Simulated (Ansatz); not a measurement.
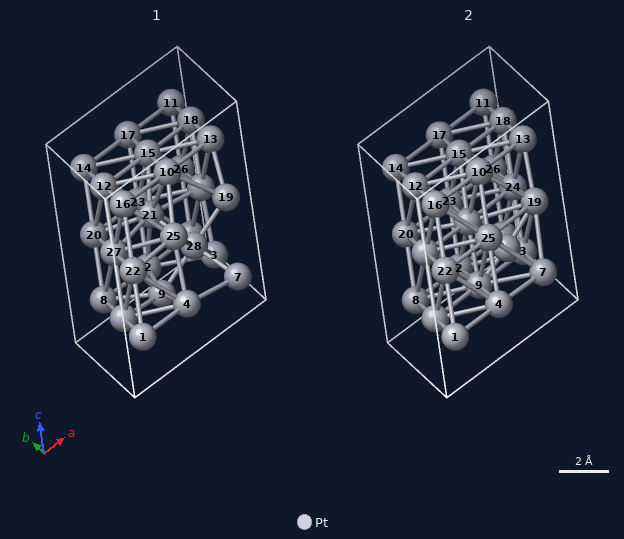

Two geometries of a defect cell of composition Pt, drawn at one scale. One is the start of a relaxation, the other its converged end. The picture is a ball-and-stick view of the cell of the calculation, reduced to other axes (origin shifted), seen slightly off an axis. Lengths and directions refer to the drawn axes.

These are results of DFT PBE, scalar-relativistic, plane waves, PAW (Ansatz 0.2.0), not measurements. (plane-wave cutoff 420 eV; k-point mesh 4 × 4 × 4; occupations gaussian; smearing width 0.1 eV; no spin polarisation; atoms relaxed in a fixed cell; force threshold 0.025 eV/Å; at most 45 steps)

### Which of the two is the end point?

Structure 1 is the relaxed one. Case: Pt interstitial, charge +0, atoms relaxed at the host's cell. A Pt atom moves most: 0.46 Å along [−1 2 2]. The cell stays as it was. Some distances before and after: Pt–Pt 2.657 → 3.359 Å, Pt–Pt 2.741 → 3.359 Å, Pt–Pt 2.833 → 3.359 Å, Pt–Pt 2.856 → 3.359 Å. Among the angles between lasting bonds that change: Pt–Pt–Pt 171.8° → 180.0°, Pt–Pt–Pt 96.4° → 90.0°, Pt–Pt–Pt 174.0° → 180.0°. Over 4 accepted moves (5 points after the start) the energy falls by 18.466 eV per cell of the calculation. Largest force component: 34 eV/Å at the start, 0.01 eV/Å at the end. 1 step only repeated the SCF at the same geometry. The run took 15 min on 4 threads of Intel(R) Xeon(R) Processor @ 2.70GHz (shared host), peak memory 4.7 GiB.

Limits of the set-up: the periodic images lie only 8.4 Å apart, so the values are limited by the cell's size.
